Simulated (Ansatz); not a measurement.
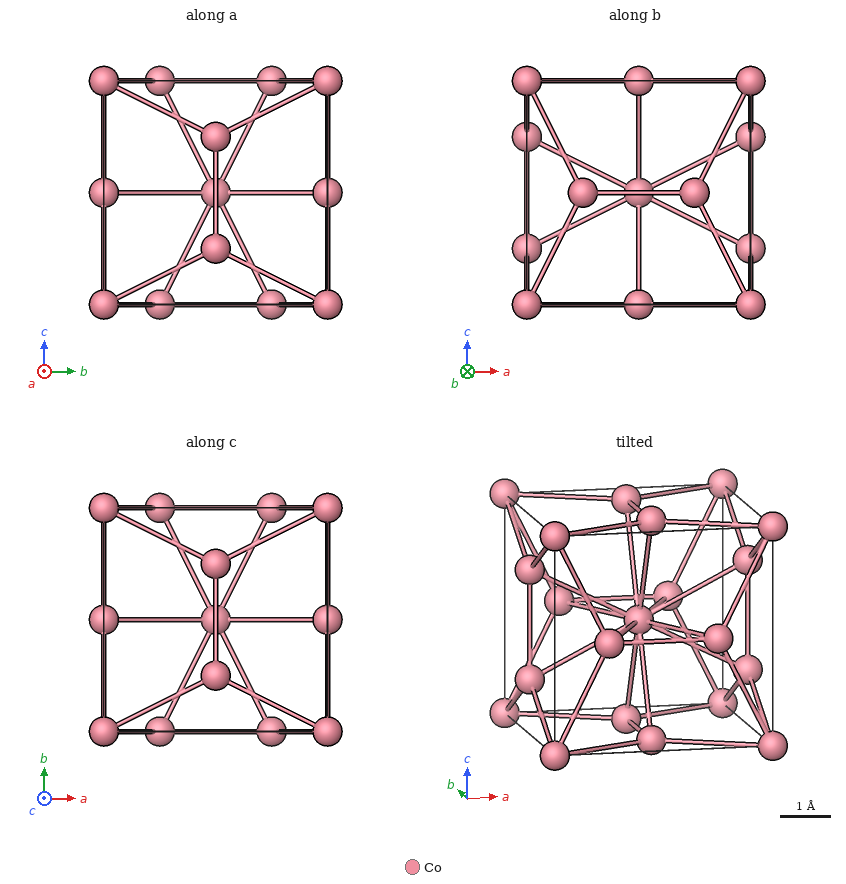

View along the a axis, along the b axis, along the c axis and slightly off an axis, drawn as a ball-and-stick model. The parallelepiped is the conventional unit cell.

Lattice parameters: a = 4.5103 Å, b = 4.5103 Å, c = 4.5103 Å, α = 90.000°, β = 90.000°, γ = 90.000°.

Question: From the views, write a CIF in P1 with every atom of the cell.

Answer:
```cif
data_structure
_symmetry_space_group_name_H-M 'P 1'
_symmetry_Int_Tables_number 1
_cell_length_a 4.5103
_cell_length_b 4.5103
_cell_length_c 4.5103
_cell_angle_alpha 90.000
_cell_angle_beta 90.000
_cell_angle_gamma 90.000
_cell_volume 91.75
loop_
_atom_site_label
_atom_site_type_symbol
_atom_site_fract_x
_atom_site_fract_y
_atom_site_fract_z
_atom_site_occupancy
Co1 Co 0.0000 0.0000 0.0000 1
Co2 Co 0.5000 0.5000 0.5000 1
Co3 Co 0.2500 0.0000 0.5000 1
Co4 Co 0.7500 0.0000 0.5000 1
Co5 Co 0.5000 0.2500 0.0000 1
Co6 Co 0.5000 0.7500 0.0000 1
Co7 Co 0.0000 0.5000 0.2500 1
Co8 Co 0.0000 0.5000 0.7500 1
```

The structure comes from a structure type filled with this element by a generator (whether the element takes this form wasn't checked). Earlier steps of the study may have refined or changed the cell and positions. It went into a calculation with Ansatz.
